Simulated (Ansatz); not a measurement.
Consider this structure.

```yaml
crystal:
  lattice:
    - [4.06612, 0.00000, 0.00000]
    - [-2.03306, 3.52136, 0.00000]
    - [0.00000, 0.00000, 11.03601]
  atoms:
    - { symbol: Ge, position: [0.00000, 0.00000, 0.97745] }
    - { symbol: Ge, position: [0.00000, 0.00000, 0.47745] }
    - { symbol: Ge, position: [0.33333, 0.66667, 0.91485] }
    - { symbol: Ge, position: [0.66667, 0.33333, 0.41485] }
```

> What would you see if this were drawn?

The element is germanium. Space group P6_3mc (No. 186), lattice primitive hexagonal. The cell holds four atoms. The Ge atoms are each bonded to three Ge in a trigonal pyramidal arrangement at 2.45 Å. The bonds build Ge layers parallel to (001).

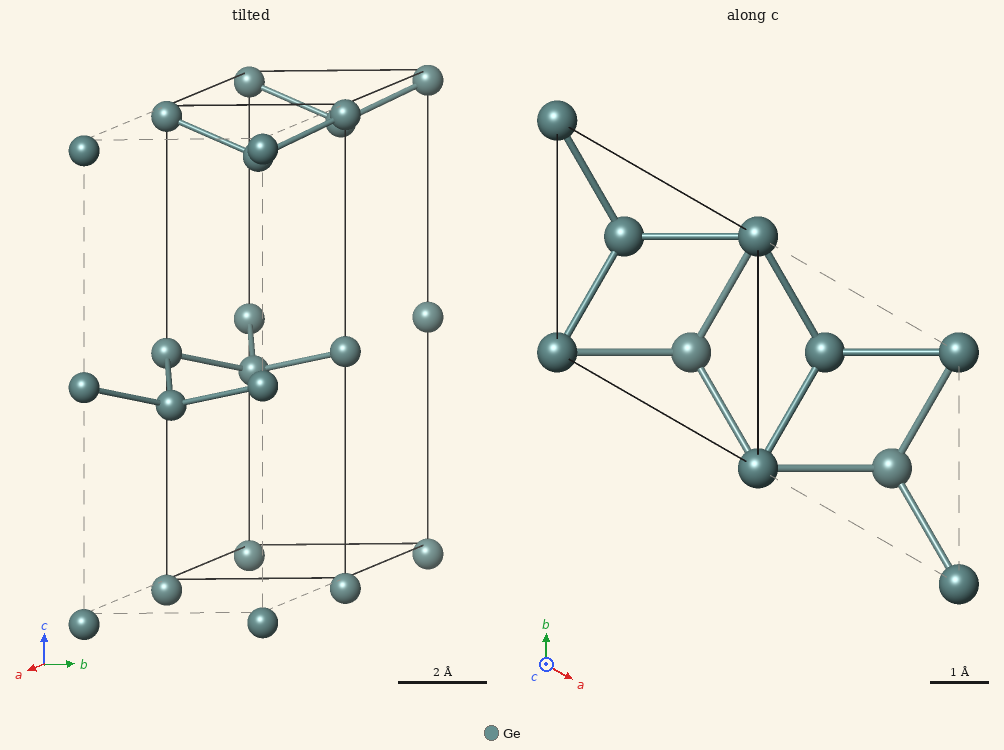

This ball-and-stick model is shown slightly off an axis and along the c axis. Solid lines give the conventional unit cell, repeated here 2×1×1 times.

Origin of the cell: a structure listed in the Materials Project. The cell was then strained or its atoms displaced on purpose. It was run through Ansatz as a DFT input.
